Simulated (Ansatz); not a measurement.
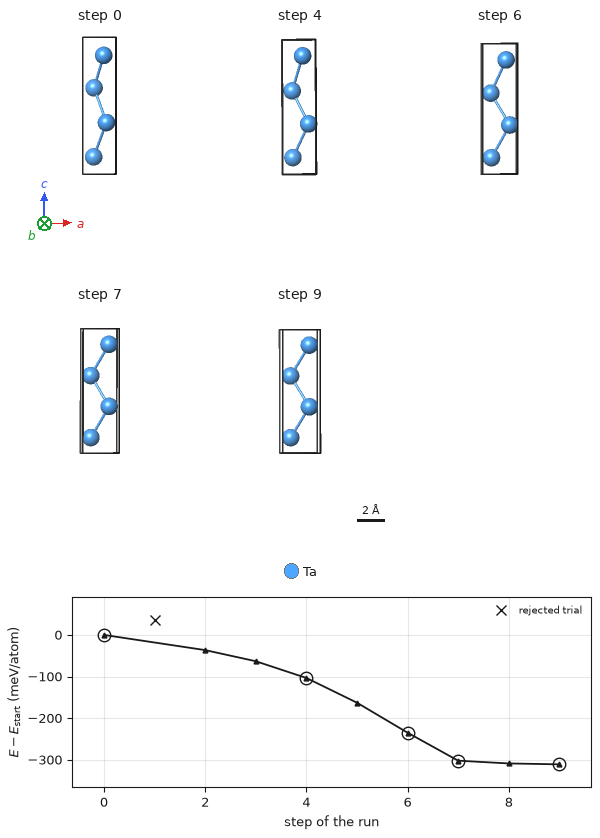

Frames of a relaxation of solid Ta (set up in P1), marked on the history of the run. A ball-and-stick model of the cell of the calculation, seen along the b axis.

Case: all atoms moved at random, sigma 0.1 Å for each component, cell strained at random, sigma 0.01; relaxed back.

All numbers below come from DFT PBEsol, scalar-relativistic, plane waves, PAW (Ansatz). Set-up: plane-wave cutoff 420 eV; k-point mesh 12 × 12 × 4; occupations gaussian; smearing width 0.15 eV; no spin polarisation; cell and atoms relaxed; force threshold 0.01 eV/Å; at most 80 steps.

**Describe the path.**

The run was cut off at its time limit before the program reported convergence, but its last step already meets the force threshold: the largest component is 0.0042 eV/Å against 0.01 eV/Å. The pressure is within 0.05 GPa of its target. The energy falls by 311 meV per atom in 8 accepted moves (9 points after the start). The largest force component goes from 1.3 to 0.0042 eV/Å. Pressure: −0.67 GPa at the start and −0.05 GPa at the end. The line search rejected the trial step at point 1 of the run. The atom that moves furthest relative to the cell is a Ta atom (0.44 Å roughly along [2 3 0]). The drawn cell changes as follows: a 2.883 → 3.278 Å (+13.7 %), b unchanged at 2.836 Å, c 10.315 → 9.300 Å (−9.8 %), α 90.4° → 90.0°, β 89.6° → 90.0°, γ 120.1° → 125.3°; the volume changes by −3.3 %. Among the contacts that change: Ta–Ta 4.236 → 3.281 Å, Ta–Ta 4.102 → 3.280 Å, Ta–Ta 4.080 → 3.279 Å, Ta–Ta 2.883 → 3.278 Å. New bonds form: Ta–Ta (4.08 → 3.28 Å). Within 0.06 Å the space group is P1 at the start and Im-3m at the end; at a tighter tolerance small leftover displacements or strains of the cell lower it. Cost: 12 min on 1 thread of Arm Neoverse V2, with other jobs on the host, peak memory 0.73 GiB. From step 0 to 4: a Ta atom moves most (0.33 Å), volume −0.8 %, energy −103 meV per atom. From step 4 to 6: a Ta atom moves most (0.25 Å), volume −1.1 %, energy −131 meV per atom. From step 6 to 7: a Ta atom moves most (0.20 Å), volume −1.7 %, energy −67.3 meV per atom. From step 7 to 9: a Ta atom moves most (0.02 Å), volume +0.2 %, energy −8.8 meV per atom.
